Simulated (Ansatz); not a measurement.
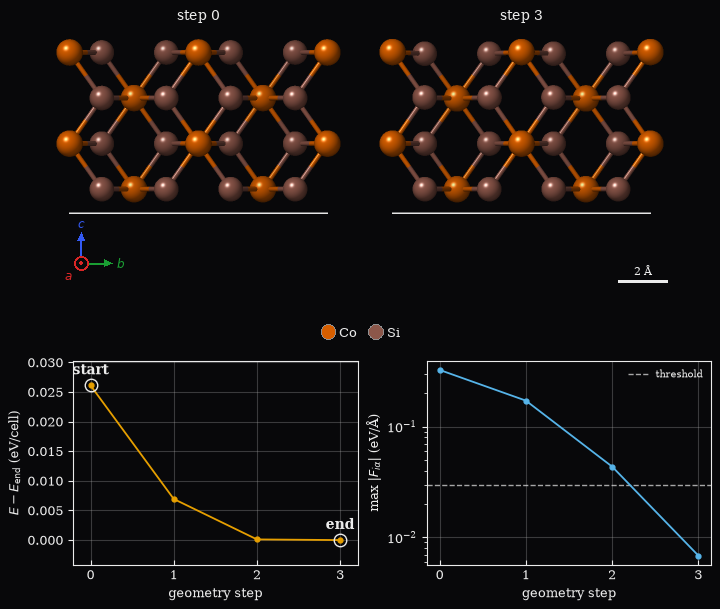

First and last geometry of a constrained relaxation of a slab of composition CoSi$_{2}$ (cut from the Fm-3m phase), with the history of the run. Style: ball-and-stick. Shown: the 1 × 2 repeat of the cell, outlined in the plane, without the vacuum, along the a axis.

Case: clean slab, lower half held. The slab is the (1 1 0) face of CoSi2. 6 atoms are held fixed.

The calculation used Ansatz 0.2.0, DFT PBEsol, scalar-relativistic, plane waves, PAW.

Input file:
```yaml
crystal:
  lattice:
    - [3.7565103743, 0.0, 0.0]
    - [0.0, 5.3125079185, 0.0]
    - [0.0, 0.0, 22.6347655614]
  atoms:
    - { symbol: Co, position: [0.5, 0.5, 0.3755285195] }
    - { symbol: Si, position: [0.0, 0.75, 0.3755285195] }
    - { symbol: Si, position: [0.0, 0.25, 0.3755285195] }
    - { symbol: Co, position: [0.0, 0.0, 0.4585095065] }
    - { symbol: Si, position: [0.5, 0.25, 0.4585095065] }
    - { symbol: Si, position: [0.5, 0.75, 0.4585095065] }
    - { symbol: Co, position: [0.5, 0.5, 0.5414904935] }
    - { symbol: Si, position: [0.0, 0.75, 0.5414904935] }
    - { symbol: Si, position: [0.0, 0.25, 0.5414904935] }
    - { symbol: Co, position: [0.0, 0.0, 0.6244714805] }
    - { symbol: Si, position: [0.5, 0.25, 0.6244714805] }
    - { symbol: Si, position: [0.5, 0.75, 0.6244714805] }
basis:
  ecutwfc: 420
kpoints:
  mp_grid: { grid: [8, 6, 1] }
hamiltonian:
  xc: pbesol
scf:
  occupations: { method: gaussian, width: 0.1 }
output:
  forces: true
  eigenvalues: true
  write_density: true
  write_potential: true
  elf: true
  volumetric_format: npy
relax:
  adjacent_minimum: "off"
  f_tol: 0.03
  max_steps: 70
  constraints: [{ sites: [0, 1, 2, 3, 4, 5] }]
efield:
  axis: 3
  dipole_correction: true
  ramp_width: 0.04
```

Run as
```bash
ansatz run input.yaml --threads 2 --pin off --max-ram 5120MiB --backend cpu --events-out ev --progress --plain --runs-dir out
```

**What do the curves and the structures tell?**

It converged. The largest moves, 0.050 Å, are those of Si11 and Si12. Si11 goes along the normal (−c). By element the largest moves are Si 0.050 Å, Co 0.018 Å. The cell doesn't change. Some distances before and after: Co7–Si11 2.300 → 2.275 Å, Co4–Si8 2.300 → 2.314 Å, Si5–Co7 2.300 → 2.287 Å. Bond angles that change, for instance: Si11–Co10–Si12 180.0° → 176.6°. After 3 geometry steps the energy has fallen by 26.1 meV per cell of the calculation. Largest force component: 0.32 eV/Å at the start, 0.0069 eV/Å at the end. The run took 110 s on 2 threads of Arm Neoverse V2, with other jobs on the host, peak memory 0.88 GiB.
